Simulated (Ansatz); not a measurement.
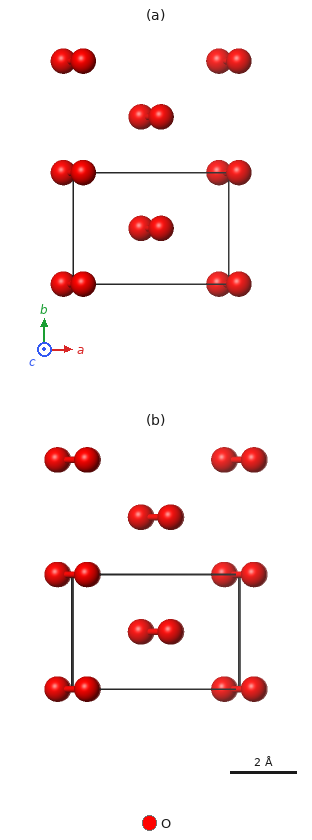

The structure of a crystal of O (set up in C2/m) (coarse preliminary run) before (top) and after (bottom) a relaxation, at one scale.

A ball-and-stick model of the conventional cell (2 times the calculation's cell), repeated 1 × 2 × 1 with one cell outlined, seen along the c axis. Lengths and directions refer to the drawn axes.

These are results of DFT PBE+D3(BJ), scalar-relativistic, plane waves, PAW in Ansatz, not measurements. (plane-wave cutoff 420 eV; k-point mesh 8 × 8 × 6; occupations gaussian; smearing width 0.1 eV; collinear spin; cell and atoms relaxed; force threshold 0.05 eV/Å; at most 80 steps)

Q: What changed between the two?

A: The largest moves relative to the cell, 0.16 Å, are those of O atoms. Cell: a 5.403 → 5.740 Å (+6.2 %), b 3.429 → 3.524 Å (+2.8 %), c 4.232 → 4.261 Å (+0.7 %), β 117.7° → 117.2°. Volume +10.4 %. Some distances before and after: O–O 1.150 → 1.218 Å. The space group stays C2/m (No. 12). Over 9 accepted moves (12 points after the start) the energy falls by 104 meV per atom. Largest force component: 6 eV/Å at the start, 0.011 eV/Å at the end. Pressure: 11.41 GPa at the start and 0.26 GPa at the end. The line search rejected the trial step at point 9 of the run. The SCF was repeated twice at an unchanged geometry on a basis and grid sized afresh for the cell, which shifted the energy by 6.2 meV per atom at most. The run took 39 s on 1 thread of Intel(R) Xeon(R) 6975P-C (Granite Rapids), on a shared host, peak memory 0.41 GiB.
